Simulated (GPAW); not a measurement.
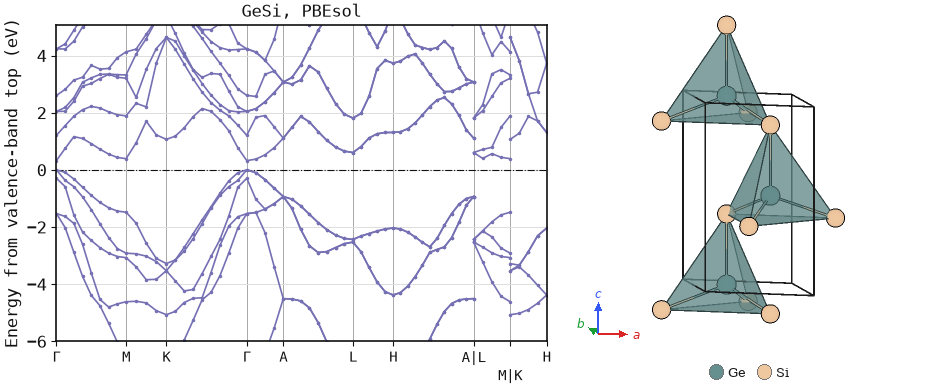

Band structure, beside the structure. Energies are counted from the top of the valence band.

Calculation on wurtzite GeSi, space group P6_3mc, 4 atoms in the cell; a = 3.943 Å, c = 6.515 Å (hexagonal axes).

Computed with GPAW 26.7.0: PBEsol, PAW data sets generated in the run's folder for this functional, no spin polarisation, no spin-orbit coupling, 8×8×4 k mesh, 600 eV cutoff.

> What does the band structure say about the gap?

The bands leave a gap. The gap along this path is 0.32 eV and direct: both edges lie at Γ. At M the lowest conduction band lies only 0.07 eV higher.

> How much do the top valence band and the lowest conduction band disperse along the path?

The top valence band spans 3.3 eV and the lowest conduction band 2.2 eV.

> How many bands meet at the valence-band top?

Two bands meet at the valence-band top at Γ: it is doubly degenerate (spin aside).

> What are the direct gaps at M, K and H?

The direct gaps are 1.87 eV at M, 4.34 eV at K and 3.34 eV at H.

Spin-orbit coupling is left out, which matters for Ge. The cell is under a strain of +1 % (hydrostatic). LDA, GGA and most meta-GGA functionals understate gaps. The cell comes from a database of computed structures, and whether it is the stable form of this composition wasn't checked.
